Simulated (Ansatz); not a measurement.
PbF$_{2}$: band-structure calculation

- system: PbF$_{2}$ (Fm-3m, 3 atoms in the cell)
- method: DFT r2SCAN, spin-orbit coupling, plane waves, PAW (Ansatz 0.2.0)

It belongs to a series of runs on one base structure; here: spin-orbit coupling: bands, spin texture, Fermi surface. Figures and captions count atoms from 1; the log counts them from 0 in places.

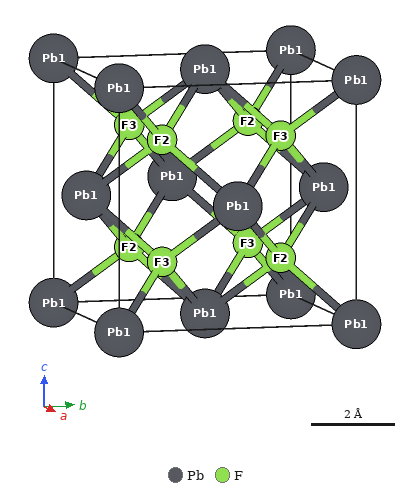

**Figure 1.** The structure as given in the input (ball-and-stick view of the cell 4 times as large as that of the calculation, set on its symmetry axes, seen slightly off an axis; atoms are numbered from 1 in the order of the input). An atom can appear more than once, as a periodic image. Near neighbours in the periodic cell (some may lie outside the picture): Pb has 8 F at 2.57 Å; F has 4 Pb at 2.57 Å.

### The input
```yaml
crystal:
  lattice:
    - [0.0, 2.9698479669, 2.9698479669]
    - [2.9698479669, 0.0, 2.9698479669]
    - [2.9698479669, 2.9698479669, 0.0]
  atoms:
    - { symbol: Pb, position: [0.0, 0.0, 0.0] }
    - { symbol: F, position: [0.25, 0.25, 0.25] }
    - { symbol: F, position: [0.75, 0.75, 0.75] }
basis:
  ecutwfc: 500
  ecutrho_ratio: 4
kpoints:
  mp_grid: { grid: [8, 8, 8] }
  band_path:
    path:
      - [[0.0, 0.0, 0.0], [0.5, 0.0, 0.5], [0.625, 0.25, 0.625]]
      - [[0.375, 0.375, 0.75], [0.0, 0.0, 0.0], [0.5, 0.5, 0.5], [0.5, 0.25, 0.75], [0.5, 0.0, 0.5]]
    npoints: 10
hamiltonian:
  xc: r2scan
scf:
  occupations: { method: gaussian, width: 0.05 }
output:
  forces: true
  stress: true
  eigenvalues: true
  populations: true
  eigenstates:
    nscf_kmesh: { grid: [12, 12, 12] }
    de_dk: true
    e_range: [-2.5, 7.446634875289]
  write_density: true
  write_potential: true
  elf: true
  volumetric_format: npy
magnetization:
  noncollinear: true
  spin_orbit: true
```

Run on 4 threads of Intel Xeon @ 3.00GHz (Skylake/Cascade Lake), 16 GiB of memory available, shared host.

Launched with:
```bash
ansatz run input.yaml --threads 4 --pin off --max-ram 9216MiB --backend cpu --events-out ev --progress --plain --runs-dir out
```

### What the program printed
```
Engine: ansatz 0.2.0, x86_64-unknown-linux-gnu
Pseudopotentials: kind: paw_fr
Pseudopotential: Pb, paw_fr, valence charge 14, recommended cutoff 500 eV (meta_gga), Pb.paw.azcp#standard-fr
Pseudopotential: F, paw_fr, valence charge 7, recommended cutoff 500 eV (meta_gga), F.paw.azcp#standard-fr
Functional definition: r2SCAN
  parameter k0 = 0.174
  parameter k1 = 0.065
  parameter a1 = 4.9479
  exchange = r2scan_x(k0 = k0, k1 = k1, a1 = a1)
  correlation = r2scan_c
non-collinear run that drives no moment, with spin-orbit: no starting moment large enough to seed its density (crystal.atoms[].spin), no starting occupations that ask for one, no magnetisation constraint and no magnetic field, so the semilocal B_xc is pinned to zero
Crystal: 3 atoms, lattice volume = 52.388 Å³
Basis set: ecut = 500 eV, 1363 PW (Γ), exchange–correlation on 128×128×128 points (64 copies of the dense FFT grid, shifted against one another)
Bands: 36, of which v1, the nominal top of the filled ones, is band 28 counted from 1 (27 counted from 0)
Symmetry: 48 space group operations + 48 with time reversal
Magnetic group: BNS 225.117 (UNI 1619), of the structure as read, at distance tolerance 3.7e-5 Å
k-points: 29 of 512
Projection manifold: j_resolved (fully-relativistic pseudo-atomic orbitals)
Non-local potential: Pb, projectors of the file, l = 0: 2, l = 1: 4, l = 2: 4, l = 3: 4
Non-local potential: F, projectors of the file, l = 0: 2, l = 1: 4, l = 2: 2
PAW form: soft (Blöchl's): semilocal exchange-correlation on the pseudo side does not see the compensation charge
PAW frozen core: Pb, regenerated for the run's functional (the file was generated under x = pbe(κ = 0.804, μ = 0.2195149727645171), c = pbe(β = 0.06672455060314922))
PAW frozen core: F, regenerated for the run's functional (the file was generated under x = pbe(κ = 0.804, μ = 0.2195149727645171), c = pbe(β = 0.06672455060314922))
PAW one-centre angular grid: Pb, 590 points (default); XC on 303 of its mesh's 2897 points in the sphere
PAW one-centre angular grid: F, 302 points (default); XC on 160 Gauss nodes
Initial density: superposition of atomic densities (chi_scale 0.1, normalization cell, long waves kept (reshape's long-wave potential 0.01 eV rms))
Initial wavefunctions: pseudopotential atomic-orbital guess
Functional: x = r2scan, c = r2scan; τ floored in thin density (d = 2e-4 eV/Å³)
SCF iter   1: F=—  HF=-13508.923290 eV  |F-HF|=—  |Δ(HF+E_count)|=         —  Δρ=6.58e-2  dr2=1.96e0  dr2_τ=2.60e-3  dr2_m=0.00e0 (ungated)  ethr=3.10e-3  |M|=0.00e0 ∫|m|=0.00e0 μB  |m|>n=0.0e0 m-floor=0.0e0 τ_xc=0.0e0  β_m=0.30  ⟨swp⟩=9.5  Hψ=2865  notcnv=0  defer=10
preconditioner: auto → none  [insulator: Δε(μ)=3.679 eV  Ē_g=18.209 eV  σ=0.050 eV  W_gap=1.00  n_scr=14 (ndim 8)  ℏωp=27.1 eV  f_vac=0.065  D(μ)=0.00/eV (n_scr^D=0)  ε∞_Penn≈3.2]
SCF iter   2: F=—  HF=-13508.388620 eV  |F-HF|=—  |Δ(HF+E_count)|=   5.35e-1  Δρ=2.49e-2  dr2=3.38e-1  dr2_τ=7.49e-3  dr2_m=0.00e0 (ungated)  ethr=3.10e-3  |M|=0.00e0 ∫|m|=0.00e0 μB  |m|>n=0.0e0 m-floor=0.0e0 τ_xc=0.0e0  β_m=0.37  ⟨swp⟩=3.0  Hψ=1158  notcnv=0  defer=60
SCF iter   3: F=—  HF=-13508.361906 eV  |F-HF|=—  |Δ(HF+E_count)|=   2.67e-2  Δρ=1.30e-2  dr2=4.87e-2  dr2_τ=1.85e-3  dr2_m=0.00e0 (ungated)  ethr=1.21e-3  |M|=0.00e0 ∫|m|=0.00e0 μB  |m|>n=0.0e0 m-floor=0.0e0 τ_xc=0.0e0  β_m=0.44  ⟨swp⟩=3.0  Hψ=1153  notcnv=0  defer=64
SCF iter   4: F=—  HF=-13508.395991 eV  |F-HF|=—  |Δ(HF+E_count)|=   3.41e-2  Δρ=5.44e-3  dr2=7.33e-3  dr2_τ=2.07e-4  dr2_m=0.00e0 (ungated)  ethr=1.74e-4  |M|=0.00e0 ∫|m|=0.00e0 μB  |m|>n=0.0e0 m-floor=0.0e0 τ_xc=0.0e0  β_m=0.63  ⟨swp⟩=3.0  Hψ=1005  notcnv=0  defer=64
SCF iter   5: F=—  HF=-13508.403302 eV  |F-HF|=—  |Δ(HF+E_count)|=   7.31e-3  Δρ=2.77e-4  dr2=1.49e-5  dr2_τ=5.62e-7  dr2_m=0.00e0 (ungated)  ethr=2.62e-5  |M|=0.00e0 ∫|m|=0.00e0 μB  |m|>n=0.0e0 m-floor=0.0e0 τ_xc=0.0e0  β_m=0.77  ⟨swp⟩=2.0  Hψ=777  notcnv=0  defer=64
SCF iter   6: F=—  HF=-13508.403314 eV  |F-HF|=—  |Δ(HF+E_count)|=   1.23e-5  Δρ=6.17e-5  dr2=1.83e-6  dr2_τ=3.20e-8  dr2_m=0.00e0 (ungated)  ethr=5.32e-8  |M|=0.00e0 ∫|m|=0.00e0 μB  |m|>n=0.0e0 m-floor=0.0e0 τ_xc=0.0e0  β_m=0.84  ⟨swp⟩=2.0  Hψ=896  notcnv=0  defer=64
SCF iter   7: F=—  HF=-13508.403316 eV  |F-HF|=—  |Δ(HF+E_count)|=   1.64e-6  Δρ=3.66e-6  dr2=3.20e-9  dr2_τ=1.22e-10  dr2_m=0.00e0 (ungated)  ethr=6.53e-9  |M|=0.00e0 ∫|m|=0.00e0 μB  |m|>n=0.0e0 m-floor=0.0e0 τ_xc=0.0e0  β_m=0.92  ⟨swp⟩=2.1  Hψ=902  notcnv=0  defer=64
SCF iter   8: F=—  HF=-13508.403316 eV  |F-HF|=—  |Δ(HF+E_count)|=   2.44e-9  Δρ=8.22e-7  dr2=1.79e-10  dr2_τ=4.18e-12  dr2_m=0.00e0 (ungated)  ethr=1.14e-11  |M|=0.00e0 ∫|m|=0.00e0 μB  |m|>n=0.0e0 m-floor=0.0e0 τ_xc=0.0e0  β_m=0.90  ⟨swp⟩=2.1  Hψ=854  notcnv=0  defer=64
SCF iter   9: F=-13508.403316 eV  HF=-13508.403316 eV  |F-HF|=7.28e-12  |Δ(HF+E_count)|=  7.46e-11  Δρ=1.18e-7  dr2=3.84e-12  dr2_τ=4.32e-14  dr2_m=0.00e0 (ungated)  ethr=1.00e-12  |M|=0.00e0 ∫|m|=0.00e0 μB  |m|>n=0.0e0 m-floor=0.0e0 τ_xc=0.0e0  ⟨swp⟩=11.9  Hψ=3137  notcnv=0
SCF 1 converged in 9 iterations: F = -13508.403316 eV  dr2 = 3.84e-12
  greatest PAW one-centre occupation: 0.982 electrons in one spin orbital (limit 2), on the Pb atom at site 0 (counted from 0), in its partial waves of l = 2
```

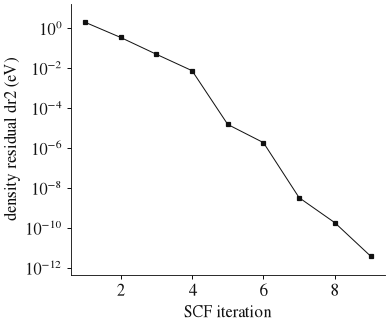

**Figure 2.** Convergence of the self-consistent field: density residual dr2 against the SCF iteration. The residual falls at every step.

```
NSCF: frozen V_eff on 62 k-points
NSCF: frozen V_eff on 72 k-points
SCF converged after 9 iterations
Magnetization: |M| = 0.0000 μB,  M = (+0.0000, +0.0000, +0.0000) μB
Absolute magnetization: 0.0000 μB (∫|m|)
  site 0: m = (+0.0000, +0.0000, +0.0000) μB, |m| = 0.0000 μB  (R = 1.06 Å)
  site 1: m = (+0.0000, +0.0000, +0.0000) μB, |m| = 0.0000 μB  (R = 1.06 Å)
  site 2: m = (+0.0000, +0.0000, +0.0000) μB, |m| = 0.0000 μB  (R = 1.06 Å)
Free energy (F): -13508.403316 eV
Harris-Foulkes:  -13508.403316 eV  (|F-HF|=7.28e-12)
Internal energy: -13508.403316 eV  (E = F + TS)
E sigma→0 (E₀):  -13508.403316 eV
Fermi energy:    6.802639 eV
--- Per-component energies (eV) ---
  E_band       = -147.308771
  E_kinetic    = 701.215493
  E_local      = -2265.344732  (includes V_loc(G=0)·N_el)
  E_nonlocal   = 496.896506
  E_hartree    = 871.992611
  E_xc         = -368.296042
  E_vxc        = -379.201138  (∫ρ·V_xc dr)
  E_paw        = -10801.319349  (= ΣΔE_a)
  E_vpaw       = -472.396505  (= ΣTr[D̂ρ^β])
  E_aug_tail   = 0.001933  (compensation charges beyond the density's cutoff)
  E_vtau       = 27.534476  (kinetic-family band-sum trace: ∫τ·v_τ [+ j·A + Jᵃ·Aᵃ] dr)
  E_ewald      = -2144.423249
  E_core_change = 0.873514  (= ΣΔE_core)
  E_smearing   = -0.000000  (= −TS)
  E_closure    = 0.000000  (closes the sum)
  Σ components = -13508.403316   (vs F -13508.403316, Δ=0.00e0)
--- Forces (eV/Å), atoms counted from 1 ---
  atom   1  Pb     0.00000000    -0.00000000    -0.00000000
  atom   2  F      0.00000000    -0.00000000    -0.00000000
  atom   3  F      0.00000000     0.00000000    -0.00000000
  max |Σ_I F_I| component: 2.54e-17 eV/Å
--- Stress (GPa, compression-positive) ---
       -0.824296      -0.000000      -0.000000
       -0.000000      -0.824296      -0.000000
        0.000000      -0.000000      -0.824296
  P = ⅓ Tr σ = -0.8243 GPa (-8.243 kbar)
--- Band table (eV; the first three rows and the last of 29) ---
  k-point 0: bands = ["-17.8353", "-17.8353", "-17.2632", "-17.2632", "-11.8184", "-11.8184", "-11.8184", "-11.8184", "-9.2739", "-9.2739", "-9.2370", "-9.2370", "-9.2370", "-9.2370", "0.0540", "0.0540", "1.9011", "1.9011", "1.9011", "1.9011", "1.9040", "1.9040", "2.2877", "2.2877", "2.4403", "2.4403", "2.4403", "2.4403", "10.0388", "10.0388", "12.5065", "12.5065", "12.5065", "12.5065", "15.2450", "15.2450"]
  k-point 1: bands = ["-17.8079", "-17.8079", "-17.2879", "-17.2879", "-11.8175", "-11.8175", "-11.8045", "-11.8045", "-9.2616", "-9.2616", "-9.2309", "-9.2309", "-9.2270", "-9.2270", "-0.2511", "-0.2511", "1.7783", "1.7783", "1.8638", "1.8638", "1.8817", "1.8817", "2.3196", "2.3196", "2.4093", "2.4093", "2.8465", "2.8465", "9.9868", "9.9868", "12.0500", "12.0500", "12.6410", "12.6410", "16.2366", "16.2366"]
  k-point 2: bands = ["-17.7357", "-17.7357", "-17.3527", "-17.3527", "-11.8156", "-11.8156", "-11.7722", "-11.7722", "-9.2551", "-9.2551", "-9.2161", "-9.2161", "-9.1802", "-9.1802", "-0.7865", "-0.7865", "1.5985", "1.5985", "1.7717", "1.7717", "1.8377", "1.8377", "2.2876", "2.2876", "2.3324", "2.3324", "3.6120", "3.6120", "9.7809", "9.7809", "11.7679", "11.7679", "12.9742", "12.9742", "17.6106", "17.6106"]
  k-point 28: bands = ["-17.5296", "-17.5296", "-17.5294", "-17.5294", "-11.7732", "-11.7732", "-11.7380", "-11.7380", "-9.2069", "-9.2069", "-9.1643", "-9.1643", "-9.1245", "-9.1245", "-1.8114", "-1.8114", "0.6738", "0.6738", "1.6658", "1.6658", "1.7631", "1.7631", "2.7429", "2.7429", "2.8686", "2.8686", "4.5405", "4.5405", "10.0075", "10.0075", "11.6023", "11.6023", "12.5353", "12.5353", "15.0254", "15.0254"]
--- Löwdin populations: 3 sites ---
  site symbol       q [e]
     0     Pb     12.7947
     1      F      7.5633
     2      F      7.5633
  spilling = 0.002809 (of n_electrons = 28.000000)
--- Fermi surface from the table of eigenstates not read: on its mesh, or on one of the eight of every second point, the electrons fill whole bands (an insulator's do; a metal wants a denser output.eigenstates.nscf_kmesh) ---
```

### File populations.tsv
```
# site	symbol	l	j	q
# orbitals = lowdin
# n_electrons = 28.000000
# spilling = 0.002809
0	Pb	0_6S	0.5	1.941304
0	Pb	1_6P	0.5	0.311714
0	Pb	1_6P	1.5	0.544120
0	Pb	2_5D	1.5	3.999177
0	Pb	2_5D	2.5	5.998415
1	F	0_2S	0.5	1.920401
1	F	1_2P	0.5	1.887653
1	F	1_2P	1.5	3.755261
2	F	0_2S	0.5	1.920401
2	F	1_2P	0.5	1.887653
2	F	1_2P	1.5	3.755261
```

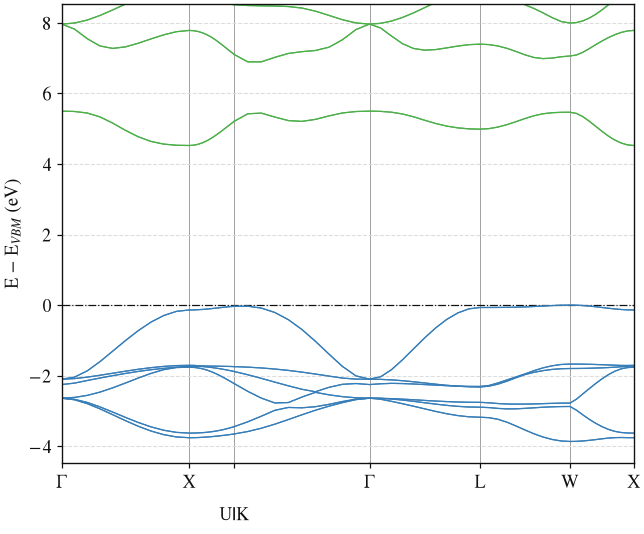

**Figure 3.** Band structure along Γ–X–U|K–Γ–L–W–X, with energies from the valence-band top. There is a gap of 4.52 eV on this path, indirect, from W to X.

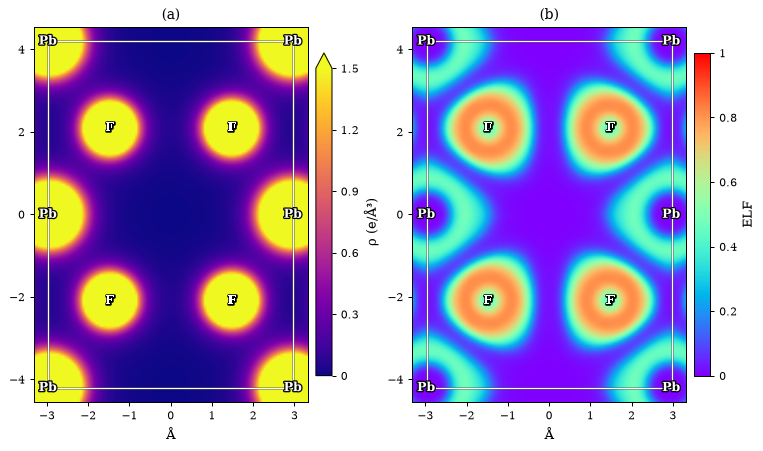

**Figure 4.** (a) valence electron density; (b) ELF on the (011) plane of the conventional cell. Atoms in the plane: Pb and F. Away from the nuclei the density in this plane falls to 0.004 e/Å³ at its lowest. Core electrons are frozen (PAW), so the fields are smoothed inside the atomic spheres.

### Key numbers

- outcome: converged
- space group (tolerance 0.01 Å): Fm-3m (225)
- electrons treated: 28
- free energy: −13508.4033 eV
- Fermi energy: 6.803 eV
- gap on the k-point mesh: 4.52 eV
- gap on the band path: 4.52 eV
- net moment of the cell: 0.00 μB
- integrated absolute moment: 0.00 μB
- pressure: −0.82 GPa
- largest force (length of the vector): under 0.001 eV/Å
- wall time: 24 s (CPU time 80 s)
- peak memory: 0.77 GiB
